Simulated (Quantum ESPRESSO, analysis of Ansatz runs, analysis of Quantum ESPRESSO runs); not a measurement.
**Li on a Zn site in ZnO: charge-transition level, PBE (Quantum ESPRESSO)**

Subject: Li on a Zn site in ZnO. Wanted: its charge-transition level, in one set-up (PBE, GBRV 1.5 PBE, 32-site cell, measured lattice, k: the single point 1/4 1/4 1/4 then 2x2x2 shifted, started with the impurity moved along one bond, dielectric constants 3.7 and 8.5 (handbook)). The model is a cell of 32 host atoms with 1 Zn taken out and 1 Li put in. The level is the Fermi energy at which two charge states have equal formation energy, after a correction for the images of the charge. The measured lattice removes the functional's error in the volume.

**The experiment.** (0/-1) level above the valence-band top: 0.8 eV (“Acceptors in ZnO”, 2015, McCluskey et al.). The calculation is set beside it at the end.

Method: Quantum ESPRESSO plane-wave DFT, PBE, GBRV 1.5 PBE potentials; relaxation of all atoms of a defect supercell, in Quantum ESPRESSO 7.5.

## 1. The starting structure

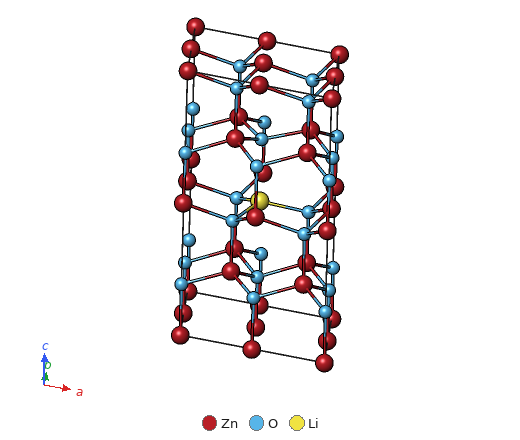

Start, viewed slightly off an axis; zinc red, oxygen blue, lithium yellow. Bonds to atoms that aren't drawn are left out. Some periodic images of atoms are drawn too.

The cell holds 32 atoms: 15 Zn, 16 O and 1 Li. Cell: a = 6.499 Å, b = 6.499 Å, c = 10.411 Å, α = 90.0°, β = 90.0°, γ = 120.0°. It derives from ZnO (space group P6_3mc). Nearest the centre at fractional (0.333, 0.667, 0.499): Li14 at 0.25 Å, O12 at 1.96 Å, O28 at 1.98 Å, O4 at 1.99 Å, O15 at 2.18 Å, Zn13 at 3.20 Å, Zn5 at 3.20 Å, Zn9 at 3.21 Å.

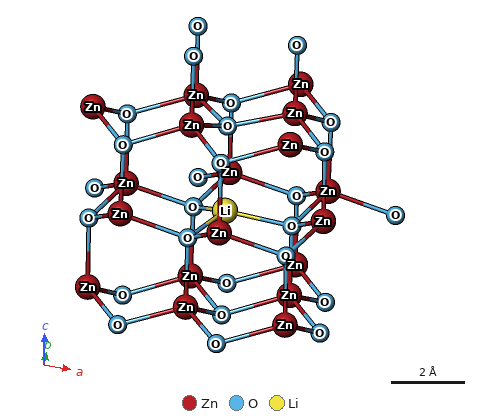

The atoms within 5 Å of the centre.

The host's primitive cell comes from a first run (Quantum ESPRESSO plane-wave DFT, PBE, GBRV 1.5 PBE potentials; relaxation of all atoms of a defect-free cell): vectors of 3.249, 3.249 and 5.206 Å. That is 11.90 Å³ an atom. The supercell is built on it.

## 2. Relaxation, charge 0

Every later number rests on the structure around the defect, so the atoms are relaxed at the host's lattice first.

File pw.in:

```
&CONTROL
  calculation = 'relax'
  prefix = 'pwscf'
  outdir = './tmp'
  pseudo_dir = './pseudo'
  tprnfor = .true.
  disk_io = 'low'
  nstep = 70
  forc_conv_thr = 0.00078
  etot_conv_thr = 0.0001
/
&SYSTEM
  ibrav = 0
  nat = 32
  ntyp = 3
  ecutwfc = 45
  ecutrho = 360
  nbnd = 204
  occupations = 'smearing'
  smearing = 'fd'
  degauss = 0.00073499
  nspin = 2
  starting_magnetization(1) = 0.025
  starting_magnetization(2) = 0.0833
  starting_magnetization(3) = 0.1667
  tot_magnetization = 1
  nosym = .true.
/
&ELECTRONS
  conv_thr = 3d-08
  electron_maxstep = 100
  mixing_beta = 0.3
/
&IONS
  ion_dynamics = 'bfgs'
/
ATOMIC_SPECIES
Zn    65.3800 zn_pbe_v1.uspp.F.UPF
O     15.9990 o_pbe_v1.2.uspp.F.UPF
Li     6.9400 li_pbe_v1.4.uspp.F.UPF
CELL_PARAMETERS angstrom
   6.4986160000    0.0000000000    0.0000000000
  -3.2493080000    5.6279666000    0.0000000000
   0.0000000000    0.0000000000   10.4114180000
ATOMIC_POSITIONS crystal
Zn     0.1654969297    0.3332698466    0.2477052242
Zn     0.3324749894    0.1658322447   -0.0023571379
O      0.3340592599    0.1676873536    0.1918503888
O      0.1669298320    0.3306105505    0.4393112821
Zn     0.1691029086    0.3366890723    0.7499087166
Zn     0.3312893069    0.1662482124    0.4979641442
O      0.3306733841    0.1670384650    0.6893121638
O      0.1691343176    0.3365912137    0.9394543167
Zn     0.1636362794    0.8325233251    0.2503913847
Zn     0.3340588362    0.6672139101   -0.0023872688
O      0.3341194157    0.6663255221    0.1881988210
O      0.1686059004    0.8333083811    0.4415005051
Zn     0.1666355906    0.8302599801    0.7492730253
Li     0.3357002153    0.6655924793    0.4757372468
O      0.3358020466    0.6700298383    0.7088459492
O      0.1658506959    0.8299655556    0.9397280641
Zn     0.6691399712    0.3361627209    0.2504459037
Zn     0.8364040489    0.1677324172   -0.0014316695
O      0.8335362936    0.1663871066    0.1919183163
O      0.6651947907    0.3304831724    0.4411622770
Zn     0.6695657380    0.3349391949    0.7483830279
Zn     0.8305133447    0.1648554843    0.4983479061
O      0.8354225792    0.1668762475    0.6885513873
O      0.6695443170    0.3358159132    0.9409350639
Zn     0.6652233563    0.8349933021    0.2485561451
Zn     0.8302301369    0.6644923698   -0.0013618697
O      0.8321585042    0.6688923054    0.1895638730
O      0.6682541469    0.8319114179    0.4410356438
Zn     0.6668852968    0.8349308444    0.7511669980
Zn     0.8328656974    0.6688553404    0.4983321959
O      0.8298384560    0.6653464328    0.6902389058
O      0.6695248453    0.8330845974    0.9395610975
K_POINTS crystal
1
0.25 0.25 0.25 1.0
```

Command:

```
> OMP_NUM_THREADS=1 mpirun -n 4 pw.x -in pw.in > pw.out
```

Output:

```text
This program is part of the open-source Quantum ESPRESSO suite
     for quantum simulation of materials; please cite
         "P. Giannozzi et al., J. Phys.:Condens. Matter 21 395502 (2009);
         "P. Giannozzi et al., J. Phys.:Condens. Matter 29 465901 (2017);
         "P. Giannozzi et al., J. Chem. Phys. 152 154105 (2020);
          URL
     in publications or presentations arising from this work. More details at

     Subspace diagonalization in iterative solution of the eigenvalue problem:
     one sub-group per band group will be used
     scalapack distributed-memory algorithm (size of sub-group:  2*  2 procs)

     --------------------
     sticks:   dense  smooth     PW     G-vecs:    dense   smooth      PW
     Min         936     469    127                74020    26187    3683
     Max         937     470    129                74025    26194    3686
     Sum        3745    1879    511               296087   104767   14737

     Using Slab Decomposition

     bravais-lattice index     =            0
     lattice parameter (alat)  =      12.2806  a.u.
     unit-cell volume          =    2569.6790 (a.u.)^3
     number of atoms/cell      =           32
     number of atomic types    =            3
     number of electrons       =       399.00 (up: 200.00, down: 199.00)
     number of Kohn-Sham states=          204
     kinetic-energy cutoff     =      45.0000  Ry
     charge density cutoff     =     360.0000  Ry
     scf convergence threshold =      3.0E-08
     mixing beta               =       0.3000
     number of iterations used =            8  plain     mixing
     energy convergence thresh.=      1.0E-04
     force convergence thresh. =      7.8E-04
     Exchange-correlation=  SLA  PW   PBX  PBC
                           (   1   4   3   4   0   0   0)
     nstep                     =           70

     celldm(1)=  12.280604  celldm(2)=   0.000000  celldm(3)=   0.000000
     celldm(4)=   0.000000  celldm(5)=   0.000000  celldm(6)=   0.000000

     crystal axes: (cart. coord. in units of alat)
               a(1) = (   1.000000   0.000000   0.000000 )
               a(2) = (  -0.500000   0.866025   0.000000 )
               a(3) = (   0.000000   0.000000   1.602098 )

     reciprocal axes: (cart. coord. in units 2 pi/alat)
               b(1) = (  1.000000  0.577350 -0.000000 )
               b(2) = (  0.000000  1.154701  0.000000 )
               b(3) = (  0.000000 -0.000000  0.624182 )

     PseudoPot. # 1 for Zn read from file:
     zn_pbe_v1.uspp.F.UPF
     Pseudo is Ultrasoft, Zval = 20.0
     Generated by new atomic code, or converted to UPF format
     Using radial grid of  943 points,  6 beta functions with:
                l(1) =   0
                l(2) =   0
                l(3) =   1
                l(4) =   1
                l(5) =   2
                l(6) =   2
     Q(r) pseudized with  8 coefficients,  rinner =    1.100   1.100   1.100
                                                       1.100   1.100

     PseudoPot. # 2 for O  read from file:
     o_pbe_v1.2.uspp.F.UPF
     Pseudo is Ultrasoft + core correction, Zval =  6.0
     Generated by new atomic code, or converted to UPF format
     Using radial grid of  737 points,  5 beta functions with:
                l(1) =   0
                l(2) =   0
                l(3) =   1
                l(4) =   1
                l(5) =   2
     Q(r) pseudized with  8 coefficients,  rinner =    0.900   0.900   0.900
                                                       0.900   0.900

     PseudoPot. # 3 for Li read from file:
     li_pbe_v1.4.uspp.F.UPF
     Pseudo is Ultrasoft, Zval =  3.0
     Generated by new atomic code, or converted to UPF format
     Using radial grid of  751 points,  5 beta functions with:
                l(1) =   0
                l(2) =   0
                l(3) =   0
                l(4) =   1
                l(5) =   1
     Q(r) pseudized with 10 coefficients,  rinner =    1.150   1.150   1.150

     atomic species   valence    mass     pseudopotential
     Zn               20.00    65.38000     Zn( 1.00)
     O                 6.00    15.99900     O ( 1.00)
     Li                3.00     6.94000     Li( 1.00)

     Starting magnetic structure
     atomic species   magnetization
     Zn              0.025
     O               0.083
     Li              0.167

     No symmetry found

   Cartesian axes

     site n.     atom                  positions (alat units)
         1        Zn     tau(   1) = (  -0.0011380   0.2886202   0.3968480  )
         2        Zn     tau(   2) = (   0.2495589   0.1436149  -0.0037764  )
         3        O      tau(   3) = (   0.2502156   0.1452215   0.3073631  )
         4        O      tau(   4) = (   0.0016246   0.2863171   0.7038196  )
         5        Zn     tau(   5) = (   0.0007584   0.2915813   1.2014271  )
         6        Zn     tau(   6) = (   0.2481652   0.1439752   0.7977872  )
         7        O      tau(   7) = (   0.2471542   0.1446596   1.1043455  )
         8        O      tau(   8) = (   0.0008387   0.2914965   1.5050976  )
         9        Zn     tau(   9) = (  -0.2526254   0.7209864   0.4011515  )
        10        Zn     tau(  10) = (   0.0004519   0.5778242  -0.0038246  )
        11        O      tau(  11) = (   0.0009567   0.5770548   0.3015129  )
        12        O      tau(  12) = (  -0.2480483   0.7216662   0.7073270  )
        13        Zn     tau(  13) = (  -0.2484944   0.7190262   1.2004086  )
        14        Li     tau(  14) = (   0.0029040   0.5764200   0.7621776  )
        15        O      tau(  15) = (   0.0007871   0.5802629   1.1356405  )
        16        O      tau(  16) = (  -0.2491321   0.7187713   1.5055362  )
        17        Zn     tau(  17) = (   0.5010586   0.2911255   0.4012388  )
        18        Zn     tau(  18) = (   0.7525378   0.1452605  -0.0022937  )
        19        O      tau(  19) = (   0.7503427   0.1440955   0.3074719  )
        20        O      tau(  20) = (   0.4999532   0.2862068   0.7067851  )
        21        Zn     tau(  21) = (   0.5020961   0.2900659   1.1989828  )
        22        Zn     tau(  22) = (   0.7480856   0.1427690   0.7984021  )
        23        O      tau(  23) = (   0.7519845   0.1445191   1.1031266  )
        24        O      tau(  24) = (   0.5016364   0.2908251   1.5074699  )
        25        Zn     tau(  25) = (   0.2477267   0.7231254   0.3982112  )
        26        Zn     tau(  26) = (   0.4979840   0.5754673  -0.0021818  )
        27        O      tau(  27) = (   0.4977124   0.5792777   0.3036999  )
[...]
atom  15 (R=0.121)  charge=  5.2389  magn=  0.0482
     atom  16 (R=0.121)  charge=  5.2328  magn=  0.0276
[...]
atom  25 (R=0.121)  charge= 17.2397  magn=  0.0171
     atom  26 (R=0.121)  charge= 17.2444  magn=  0.0082
     atom  27 (R=0.121)  charge=  5.2267  magn=  0.0341
     atom  28 (R=0.121)  charge=  5.2196  magn=  0.0899
     atom  29 (R=0.121)  charge= 17.2426  magn=  0.0149
     atom  30 (R=0.121)  charge= 17.2368  magn=  0.0305
     atom  31 (R=0.121)  charge=  5.2341  magn=  0.0380
     atom  32 (R=0.121)  charge=  5.2341  magn=  0.0219

     End of self-consistent calculation

 ------ SPIN UP ------------

          k = 0.2500 0.4330 0.1560 ( 13103 PWs)   bands (ev):

  -115.3150-115.2991-115.2778-115.2760-115.2650-115.2637-115.2618-115.2591
  -115.2585-115.2545-115.2471-115.2377-115.2188-115.1784-115.1728 -69.5219
   -69.5108 -69.5081 -69.4974 -69.4938 -69.4825 -69.4819 -69.4809 -69.4789
   -69.4772 -69.4742 -69.4707 -69.4696 -69.4688 -69.4687 -69.4659 -69.4613
   -69.4611 -69.4609 -69.4529 -69.4528 -69.4526 -69.4522 -69.4508 -69.4504
   -69.4497 -69.4457 -69.4428 -69.4419 -69.4348 -69.4344 -69.4317 -69.4287
   -69.4217 -69.4171 -69.4162 -69.4134 -69.4026 -69.4006 -69.3952 -69.3889
   -69.3655 -69.3624 -69.3551 -69.3479 -34.1914  -9.5584  -9.3977  -9.3522
    -9.3078  -9.2339  -9.1809  -9.1391  -9.0752  -9.0436  -9.0319  -9.0140
    -8.9917  -8.7693  -8.6812  -8.6192  -8.5912   2.2046   2.2254   2.2474
     2.2679   2.2873   2.3002   2.3472   2.3883   2.4118   2.4694   2.5254
     2.5364   2.5576   2.5672   2.6175   2.6579   2.6850   2.7021   2.7108
     2.7321   2.7472   2.7591   2.7704   2.7831   2.7975   2.8126   2.8415
     2.8611   2.8674   2.8835   2.8946   2.9200   2.9488   2.9542   2.9743
     2.9991   3.0201   3.0523   3.1098   3.1346   3.1805   3.2055   3.2301
     3.2871   3.3570   3.4682   3.5465   3.5632   3.6177   3.6339   3.6739
     3.6848   3.7057   3.7117   3.7242   3.7299   3.7350   3.7637   3.7724
     3.7769   3.8172   3.8338   3.8428   3.8550   3.8655   3.8801   3.8906
[...]
11.3842  12.2905  12.6981  12.8117

 ------ SPIN DOWN ----------

          k = 0.2500 0.4330 0.1560 ( 13103 PWs)   bands (ev):

  -115.2971-115.2669-115.2621-115.2571-115.2516-115.2422-115.2350-115.2349
  -115.2337-115.2120-115.2049-115.1911-115.1899-115.1541-115.1493 -69.4993
[...]
3.7969   3.8345   3.8508   3.8616   3.8748   3.8858   3.9004   3.9125
     3.9166   3.9440   3.9593   3.9902   4.0271   4.0425   4.0729   4.1413
     4.4284   4.4751   4.4938   4.5502   4.5675   4.6386   4.7822   4.8749
     5.0540   5.1927   5.2841   5.3466   5.3688   5.4247   5.4691   5.6665
     5.8491   5.9472   6.0570   6.1540   6.1904   6.2274   6.2372   6.3429
     6.3920   6.4327   6.5213   6.5879   6.6453   6.6718   6.7581   6.8450
     6.9261   7.0311   7.0561   7.1079   7.1717   7.2249   7.3080   7.3588
     7.4181   7.4577   7.4733   7.5124   7.5567   7.6125   7.8429   7.8771
    11.4058  12.3191  12.7363  12.8408

     the spin up/dw Fermi energies are     8.9297    7.8600 ev

!    total energy              =   -7455.63700594 Ry
     estimated scf accuracy    <          1.4E-10 Ry
     smearing contrib. (-TS)   =      -0.00062846 Ry
     internal energy E=F+TS    =   -7455.63637748 Ry

     The total energy is F=E-TS. E is the sum of the following terms:
     one-electron contribution =   -6234.29989658 Ry
     hartree contribution      =    3277.11820910 Ry
     xc contribution           =    -754.71025535 Ry
     ewald contribution        =   -3743.74443466 Ry

     total magnetization       =     1.00 Bohr mag/cell
     absolute magnetization    =     1.13 Bohr mag/cell

     convergence has been achieved in  10 iterations

     Forces acting on atoms (cartesian axes, Ry/au):

     atom    1 type  1   force =     0.00008904    0.00023893    0.00033304
     atom    2 type  1   force =    -0.00007227   -0.00019475    0.00018929
     atom    3 type  2   force =    -0.00003267    0.00013228    0.00029262
     atom    4 type  2   force =     0.00005234    0.00015877   -0.00027223
     atom    5 type  1   force =     0.00007406    0.00020169    0.00022215
     atom    6 type  1   force =     0.00003643    0.00002678   -0.00016445
     atom    7 type  2   force =     0.00005251    0.00004020   -0.00036146
     atom    8 type  2   force =     0.00011787    0.00002465   -0.00011368
     atom    9 type  1   force =    -0.00003030   -0.00010391    0.00024100
     atom   10 type  1   force =    -0.00024712   -0.00005411    0.00001200
     atom   11 type  2   force =    -0.00000691    0.00005866   -0.00030650
     atom   12 type  2   force =     0.00047168   -0.00012749    0.00008442
     atom   13 type  1   force =     0.00002019    0.00008961    0.00023115
     atom   14 type  3   force =    -0.00064046    0.00022403   -0.00027679
     atom   15 type  2   force =    -0.00025107    0.00000556   -0.00001829
     atom   16 type  2   force =     0.00009702    0.00007129    0.00002903
[...]
atom   25 type  1   force =    -0.00019209   -0.00033043    0.00020520
     atom   26 type  1   force =     0.00008062   -0.00001343    0.00014621
     atom   27 type  2   force =     0.00020270    0.00001582    0.00028078
     atom   28 type  2   force =    -0.00005877   -0.00009555   -0.00017740
     atom   29 type  1   force =    -0.00024318   -0.00023900    0.00008148
     atom   30 type  1   force =     0.00023948   -0.00014416   -0.00027443
     atom   31 type  2   force =     0.00008788    0.00002229   -0.00018412
     atom   32 type  2   force =     0.00012743   -0.00010725    0.00005029

     Total force =     0.002128     Total SCF correction =     0.000073
     Energy error            =      9.6E-06 Ry
     Gradient error          =      6.9E-04 Ry/Bohr

     bfgs converged in  18 scf cycles and  17 bfgs steps
     (criteria: energy <  1.0E-04 Ry, force <  7.8E-04 Ry/Bohr)

     End of BFGS Geometry Optimization

     Final energy             =   -7455.6370059375 Ry

     File ./tmp/pwscf.bfgs deleted, as requested
Begin final coordinates

ATOMIC_POSITIONS (crystal)
Zn               0.1669649599        0.3371057112        0.2544779375
Zn               0.3339248434        0.1647253713       -0.0014373192
O                0.3317490013        0.1674313463        0.1898448539
O                0.1705173748        0.3356065370        0.4416244201
Zn               0.1687504891        0.3413113898        0.7446808973
Zn               0.3313676369        0.1640290390        0.4979055000
O                0.3338965025        0.1684319240        0.6901421135
O                0.1679568348        0.3321280911        0.9382180261
Zn               0.1666323885        0.8335108967        0.2536614226
Zn               0.3353744822        0.6650651938       -0.0026046136
O                0.3322573326        0.6679943077        0.1881858732
O                0.1653566898        0.8332079689        0.4411322448
Zn               0.1685181878        0.8334245254        0.7454640094
Li               0.3326835578        0.6657814723        0.5029069121
O                0.3335013643        0.6692439425        0.6885663133
O                0.1674196806        0.8323609209        0.9387130509
[...]
Zn               0.6632547758        0.8339626865        0.2540633122
Zn               0.8352351071        0.6660190015       -0.0013048013
O                0.8328422679        0.6688433283        0.1899502478
O                0.6631602974        0.8283624417        0.4413895046
Zn               0.6610680705        0.8334082555        0.7452839607
Zn               0.8344661475        0.6679342092        0.4980627822
O                0.8332594912        0.6677212006        0.6901258604
O                0.6684429152        0.8327399547        0.9385062940
End final coordinates

=------------------------------------------------------------------------------=
   JOB DONE.
=------------------------------------------------------------------------------=
```

Wall time 21 min (4 MPI ranks of Intel Xeon Platinum 8375C at 2.90GHz (Ice Lake), shared host); peak memory 1.6 GiB.

The steps of the relaxation:

| step | energy less that of the first step (eV) |
| --- | --- |
| 0 | 0.0000 |
| 1 | -0.0941 |
| 2 | -0.1504 |
| 3 | -0.1957 |
| 4 | -0.2302 |
| 5 | -0.2591 |
| 6 | -0.2897 |
| 7 | -0.3223 |
| 8 | -0.3410 |
| 9 | -0.3473 |
| 10 | -0.3491 |
| 11 | -0.3505 |
| 12 | -0.3520 |
| 13 | -0.3531 |
| 14 | -0.3536 |
| 15 | -0.3541 |
| 16 | -0.3546 |
| 17 | -0.3547 |

The atoms that moved most (Å):

| atom | dx | dy | dz | length |
| --- | --- | --- | --- | --- |
| Li14 | -0.020 | 0.001 | 0.283 | 0.284 |
| O15 | -0.012 | -0.004 | -0.211 | 0.212 |
| Zn1 | -0.003 | 0.022 | 0.071 | 0.074 |
| Zn29 | -0.033 | -0.009 | -0.061 | 0.070 |
| Zn22 | 0.057 | -0.020 | -0.021 | 0.064 |
| Zn5 | -0.017 | 0.026 | -0.054 | 0.063 |
| Zn25 | -0.009 | -0.006 | 0.057 | 0.058 |
| Zn13 | 0.002 | 0.018 | -0.040 | 0.044 |

The relaxed structure:

```
CELL_PARAMETERS angstrom
6.49862 0.00000 0.00000
-3.24931 5.62797 0.00000
0.00000 0.00000 10.41142
ATOMIC_POSITIONS crystal
Zn 0.16696 0.33711 0.25448
Zn 0.33392 0.16473 0.99856
O 0.33175 0.16743 0.18984
O 0.17052 0.33561 0.44162
Zn 0.16875 0.34131 0.74468
Zn 0.33137 0.16403 0.49791
O 0.33390 0.16843 0.69014
O 0.16796 0.33213 0.93822
Zn 0.16663 0.83351 0.25366
Zn 0.33537 0.66507 0.99740
O 0.33226 0.66799 0.18819
O 0.16536 0.83321 0.44113
Zn 0.16852 0.83342 0.74546
Li 0.33268 0.66578 0.50291
O 0.33350 0.66924 0.68857
O 0.16742 0.83236 0.93871
Zn 0.66580 0.33483 0.24963
Zn 0.83632 0.16490 0.99866
O 0.83333 0.16754 0.18983
O 0.66790 0.33134 0.44082
Zn 0.66669 0.33479 0.74796
Zn 0.83752 0.16138 0.49637
O 0.83399 0.16778 0.68926
O 0.66773 0.33205 0.93975
Zn 0.66325 0.83396 0.25406
Zn 0.83524 0.66602 0.99870
O 0.83284 0.66884 0.18995
O 0.66316 0.82836 0.44139
Zn 0.66107 0.83341 0.74528
Zn 0.83447 0.66793 0.49806
O 0.83326 0.66772 0.69013
O 0.66844 0.83274 0.93851
```

Neighbours of Li14 at the end:

| atom | distance (Å) |
| --- | --- |
| O15 | 1.933 |
| O4 | 1.965 |
| O28 | 1.967 |
| O12 | 1.991 |
| Zn5 | 3.110 |
| Zn29 | 3.128 |
| Zn13 | 3.141 |
| Zn1 | 3.180 |
| Zn25 | 3.190 |
| Zn9 | 3.204 |

Numbers from this step:

- total moment: 1.000 μB
- integral of the absolute spin density: 1.128 μB

First to last step the energy falls by 0.355 eV; the largest move, 0.28 Å, is that of Li14.

(Part 1 of 4 ends here.)

[Logs are printed without paths, hosts, clocks, repeated set-up lines and the standing remarks that a program may print on its own settings, such as how far it seeks lower states.]

[Hosts, paths, dates, database ids (printed as entryN), source tags and the programs' standing remarks are cut or masked in the printed files.]

[For some hosts the program warned that the k-mesh of the response run may be too coarse for force constants and the static dielectric constant; such warnings are not shown here.]
